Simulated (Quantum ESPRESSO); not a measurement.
## Run report: Mo, single-point calculation

The run: single-point calculation of Mo (P-1, 2 atoms in the cell). Method and program: Kohn-Sham DFT of a periodic cell, PBE, SSSP 1.3 efficiency PBE, no spin polarisation (Quantum ESPRESSO 7.5).

The structure derives from a Materials Project entry.

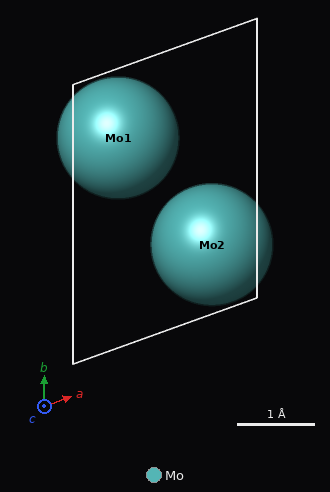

**Figure 1.** The structure as given in the input (spheres-only view of the cell of the calculation, along the c axis; atoms are numbered from 1 in the order of the input). An atom can appear more than once, as a periodic image.

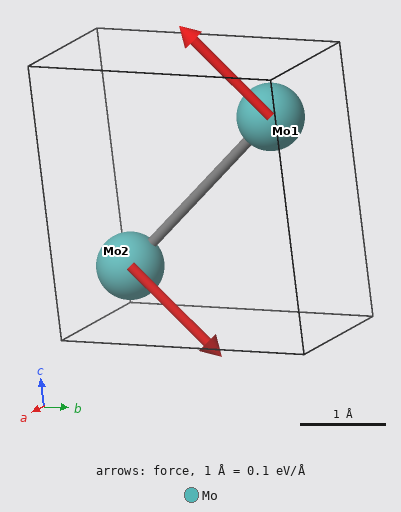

**Figure 2.** Forces on the atoms as red arrows (ball-and-stick view of the cell of the calculation, seen slightly off an axis; atoms are numbered from 1 in the order of the input). The largest act on Mo1, Mo2 (0.15 eV/Å). The geometry is not a stationary point of this energy.

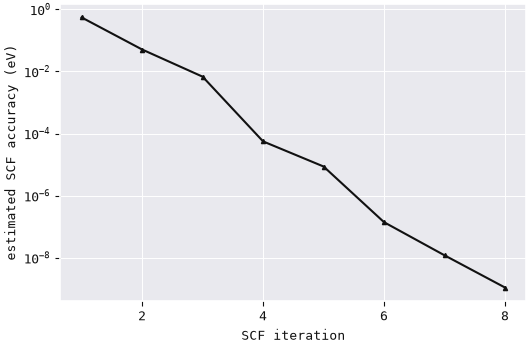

**Figure 3.** Convergence of the self-consistent field: estimated SCF accuracy against the iteration. The field takes 8 iterations in all.

The input and output of the run follow.

The input
```
&CONTROL
  calculation = 'scf'
  prefix = 'pwscf'
  outdir = './tmp'
  pseudo_dir = './pseudo'
  tprnfor = .true.
  tstress = .true.
  disk_io = 'low'
/
&SYSTEM
  ibrav = 0
  nat = 2
  ntyp = 1
  ecutwfc = 60
  nbnd = 21
  occupations = 'smearing'
  smearing = 'fd'
  degauss = 0.00367493
/
&ELECTRONS
  conv_thr = 4d-10
  electron_maxstep = 120
  mixing_beta = 0.5
/
ATOMIC_SPECIES
Mo    95.9500 Mo_ONCV_PBE-1.0.oncvpsp.upf
CELL_PARAMETERS angstrom
   2.7515042500   -0.0262751800   -0.0027670200
   1.4010917100   -2.3738430000   -2.5430686300
   1.3555817600    2.3926038100   -2.5848234900
ATOMIC_POSITIONS crystal
Mo     0.2451145200    0.7512804100    0.7485629100
Mo     0.7548854800    0.2487195900    0.2514370900
K_POINTS automatic
11 8 8 0 0 0
```

File pp_density.in
```
&INPUTPP
  prefix = 'pwscf'
  outdir = './tmp'
  filplot = 'density.dat'
  plot_num = 0
/
&PLOT
  nfile = 1
  filepp(1) = 'density.dat'
  iflag = 3
  output_format = 6
  fileout = 'density.cube'
/
```

File pp_potential.in
```
&INPUTPP
  prefix = 'pwscf'
  outdir = './tmp'
  filplot = 'potential.dat'
  plot_num = 11
/
&PLOT
  nfile = 1
  filepp(1) = 'potential.dat'
  iflag = 3
  output_format = 6
  fileout = 'potential.cube'
/
```

File pp_elf.in
```
&INPUTPP
  prefix = 'pwscf'
  outdir = './tmp'
  filplot = 'elf.dat'
  plot_num = 8
/
&PLOT
  nfile = 1
  filepp(1) = 'elf.dat'
  iflag = 3
  output_format = 6
  fileout = 'elf.cube'
/
```

Launch command:
```bash
OMP_NUM_THREADS=1 pw.x -in pw.in > pw.out
OMP_NUM_THREADS=1 pp.x -in pp_density.in > pp_density.out
OMP_NUM_THREADS=1 pp.x -in pp_potential.in > pp_potential.out
OMP_NUM_THREADS=1 pp.x -in pp_elf.in > pp_elf.out
```

Log
```
This program is part of the open-source Quantum ESPRESSO suite
     for quantum simulation of materials; please cite
         "P. Giannozzi et al., J. Phys.:Condens. Matter 21 395502 (2009);
         "P. Giannozzi et al., J. Phys.:Condens. Matter 29 465901 (2017);
         "P. Giannozzi et al., J. Chem. Phys. 152 154105 (2020);
          URL
     in publications or presentations arising from this work. More details at

     Message from routine setup:
     using ibrav=0 with symmetry is DISCOURAGED, use correct ibrav instead

     G-vector sticks info
     --------------------
     sticks:   dense  smooth     PW     G-vecs:    dense   smooth      PW
     Sum         649     649    213                14227    14227    2643

     Using Slab Decomposition

     bravais-lattice index     =            0
     lattice parameter (alat)  =       5.1998  a.u.
     unit-cell volume          =     226.7579 (a.u.)^3
     number of atoms/cell      =            2
     number of atomic types    =            1
     number of electrons       =        28.00
     number of Kohn-Sham states=           21
     kinetic-energy cutoff     =      60.0000  Ry
     charge density cutoff     =     240.0000  Ry
     scf convergence threshold =      4.0E-10
     mixing beta               =       0.5000
     number of iterations used =            8  plain     mixing
     Exchange-correlation= PBE
                           (   1   4   3   4   0   0   0)

     celldm(1)=   5.199829  celldm(2)=   0.000000  celldm(3)=   0.000000
     celldm(4)=   0.000000  celldm(5)=   0.000000  celldm(6)=   0.000000

     crystal axes: (cart. coord. in units of alat)
               a(1) = (   0.999954  -0.009549  -0.001006 )
               a(2) = (   0.509186  -0.862704  -0.924204 )
               a(3) = (   0.492647   0.869522  -0.939379 )

     reciprocal axes: (cart. coord. in units 2 pi/alat)
               b(1) = (  1.000723  0.014268  0.538025 )
               b(2) = ( -0.006104 -0.582098 -0.542012 )
               b(3) = (  0.004934  0.572680 -0.531853 )

     PseudoPot. # 1 for Mo read from file:
     Mo_ONCV_PBE-1.0.oncvpsp.upf
     Pseudo is Norm-conserving, Zval = 14.0
     Generated using ONCVPSP code by D. R. Hamann
     Using radial grid of 1526 points,  6 beta functions with:
                l(1) =   0
                l(2) =   0
                l(3) =   1
                l(4) =   1
                l(5) =   2
                l(6) =   2

     atomic species   valence    mass     pseudopotential
     Mo               14.00    95.95000     Mo( 1.00)

      2 Sym. Ops., with inversion, found

   Cartesian axes

     site n.     atom                  positions (alat units)
         1        Mo     tau(   1) = (   0.9964216   0.0004188  -1.3977669  )
         2        Mo     tau(   2) = (   1.0053648  -0.0031496  -0.4668214  )

     number of k points=   354  Fermi-Dirac smearing, width (Ry)=  0.0037

     Number of k-points >= 100: set verbosity='high' to print them.

     Dense  grid:    14227 G-vectors     FFT dimensions: (  25,  36,  36)

     Initial potential from superposition of free atoms

     starting charge      27.9980, renormalised to      28.0000
     Starting wfcs are   20 randomized atomic wfcs +    1 random wfcs

     Self-consistent Calculation

     iteration #  1     ecut=    60.00 Ry     beta= 0.50
     Davidson diagonalization with overlap
     ethr =  1.00E-02,  avg # of iterations =  3.3

     Threshold (ethr) on eigenvalues was too large:
     Diagonalizing with lowered threshold

     Davidson diagonalization with overlap
     ethr =  1.32E-04,  avg # of iterations =  2.0

     total energy              =    -274.15882215 Ry
     estimated scf accuracy    <       0.04021496 Ry

     iteration #  2     ecut=    60.00 Ry     beta= 0.50
     Davidson diagonalization with overlap
     ethr =  1.44E-04,  avg # of iterations =  2.0

     total energy              =    -274.16276616 Ry
     estimated scf accuracy    <       0.00373908 Ry

     iteration #  3     ecut=    60.00 Ry     beta= 0.50
     Davidson diagonalization with overlap
     ethr =  1.34E-05,  avg # of iterations =  1.4

     total energy              =    -274.16283325 Ry
     estimated scf accuracy    <       0.00049783 Ry

     iteration #  4     ecut=    60.00 Ry     beta= 0.50
     Davidson diagonalization with overlap
     ethr =  1.78E-06,  avg # of iterations =  1.7

     total energy              =    -274.16284784 Ry
     estimated scf accuracy    <       0.00000413 Ry

     iteration #  5     ecut=    60.00 Ry     beta= 0.50
     Davidson diagonalization with overlap
     ethr =  1.48E-08,  avg # of iterations =  3.2

     total energy              =    -274.16284969 Ry
     estimated scf accuracy    <       0.00000064 Ry

     iteration #  6     ecut=    60.00 Ry     beta= 0.50
     Davidson diagonalization with overlap
     ethr =  2.29E-09,  avg # of iterations =  1.7

     total energy              =    -274.16284974 Ry
     estimated scf accuracy    <       0.00000001 Ry

     iteration #  7     ecut=    60.00 Ry     beta= 0.50
     Davidson diagonalization with overlap
     ethr =  4.43E-11,  avg # of iterations =  2.6

     total energy              =    -274.16284975 Ry
     estimated scf accuracy    <          8.8E-10 Ry

     iteration #  8     ecut=    60.00 Ry     beta= 0.50
     Davidson diagonalization with overlap
     ethr =  3.14E-12,  avg # of iterations =  2.0

     End of self-consistent calculation

     Number of k-points >= 100: set verbosity='high' to print the bands.

     the Fermi energy is    19.4675 ev

!    total energy              =    -274.16284975 Ry
     estimated scf accuracy    <          8.3E-11 Ry
     smearing contrib. (-TS)   =      -0.00111338 Ry
     internal energy E=F+TS    =    -274.16173637 Ry

     The total energy is F=E-TS. E is the sum of the following terms:
     one-electron contribution =     -52.24764571 Ry
     hartree contribution      =      41.06612984 Ry
     xc contribution           =     -31.29513767 Ry
     ewald contribution        =    -231.68508282 Ry

     convergence has been achieved in   8 iterations

     Forces acting on atoms (cartesian axes, Ry/au):

     atom    1 type  1   force =     0.00065152    0.00593079   -0.00014547
     atom    2 type  1   force =    -0.00065152   -0.00593079    0.00014547

     Total force =     0.008440     Total SCF correction =     0.000018

     Computing stress (Cartesian axis) and pressure

          total   stress  (Ry/bohr**3)                   (kbar)     P=       -2.99
   0.00018587  -0.00005764  -0.00000962           27.34       -8.48       -1.42
  -0.00005764   0.00017493  -0.00009904           -8.48       25.73      -14.57
  -0.00000962  -0.00009904  -0.00042171           -1.42      -14.57      -62.04

=------------------------------------------------------------------------------=
   JOB DONE.
=------------------------------------------------------------------------------=
```

File pp_density.out
```
This program is part of the open-source Quantum ESPRESSO suite
     for quantum simulation of materials; please cite
         "P. Giannozzi et al., J. Phys.:Condens. Matter 21 395502 (2009);
         "P. Giannozzi et al., J. Phys.:Condens. Matter 29 465901 (2017);
         "P. Giannozzi et al., J. Chem. Phys. 152 154105 (2020);
          URL
     in publications or presentations arising from this work. More details at

     ./tmp/pwscf.save/

     IMPORTANT: XC functional enforced from input :
     Exchange-correlation= PBE
                           (   1   4   3   4   0   0   0)
     Any further DFT definition will be discarded
     Please, verify this is what you really want

     G-vector sticks info
     --------------------
     sticks:   dense  smooth     PW     G-vecs:    dense   smooth      PW
     Sum         649     649    213                14227    14227    2643

     Using Slab Decomposition

     Calling punch_plot, plot_num =   0
     Writing data to file  density.dat
     Reading data from file  density.dat

     Writing data to be plotted to file density.cube
     Plot Type: 3D                     Output format: Gaussian cube

=------------------------------------------------------------------------------=
   JOB DONE.
=------------------------------------------------------------------------------=
```

File pp_elf.out
```
This program is part of the open-source Quantum ESPRESSO suite
     for quantum simulation of materials; please cite
         "P. Giannozzi et al., J. Phys.:Condens. Matter 21 395502 (2009);
         "P. Giannozzi et al., J. Phys.:Condens. Matter 29 465901 (2017);
         "P. Giannozzi et al., J. Chem. Phys. 152 154105 (2020);
          URL
     in publications or presentations arising from this work. More details at

     ./tmp/pwscf.save/

     IMPORTANT: XC functional enforced from input :
     Exchange-correlation= PBE
                           (   1   4   3   4   0   0   0)
     Any further DFT definition will be discarded
     Please, verify this is what you really want

     G-vector sticks info
     --------------------
     sticks:   dense  smooth     PW     G-vecs:    dense   smooth      PW
     Sum         649     649    213                14227    14227    2643

     Using Slab Decomposition

     Calling punch_plot, plot_num =   8
     Message from routine do_elf_kin:
     elf/kin + US not fully implemented
     Writing data to file  elf.dat
     Reading data from file  elf.dat

     Writing data to be plotted to file elf.cube
     Plot Type: 3D                     Output format: Gaussian cube

=------------------------------------------------------------------------------=
   JOB DONE.
=------------------------------------------------------------------------------=
```

Results in brief

| quantity | value |
| --- | --- |
| outcome | converged |
| space group (tolerance 0.01 Å) | P-1 (2) |
| electrons treated | 28 |
| free energy | −3730.1756 eV |
| Fermi energy | 19.468 eV |
| gap on the k-point mesh | none (metallic) |
| pressure | −0.30 GPa |
| largest force (length of the vector) | 0.153 eV/Å |
| hardware | 1 thread of Intel Xeon (Granite Rapids), 16 GiB of memory available, shared host |
| wall time | 68 s |
| peak memory | 0.24 GiB |
